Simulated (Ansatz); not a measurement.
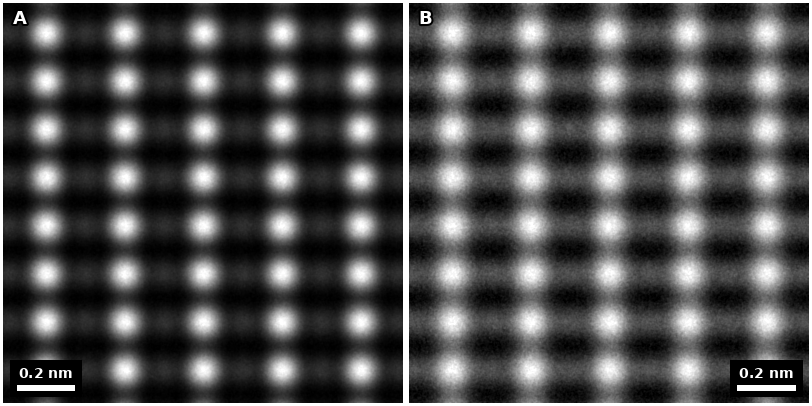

Two simulated images of the same area of CaO (Fm-3m, No. 225) along [211], with a probe of 0.94 Å. One is incoherent Z contrast (Z^1.7 per atom), the other the projected potential of neutral atoms blurred by the probe (iDPC-like, thin sample). Brightness is counted from the darkest point of the image. Shot noise was added. Structure: the end point of a relaxation with DFT, PBEsol, plane waves, PAW in Ansatz.

Q: Which panel is which, and how can one tell?

A is the Z-contrast image and B the potential image. The columns of 1 O per repeat reach about 18 % of the brightest peak (1 Ca) in A but about 31 % in B, mainly since the potential grows much more slowly with atomic number.
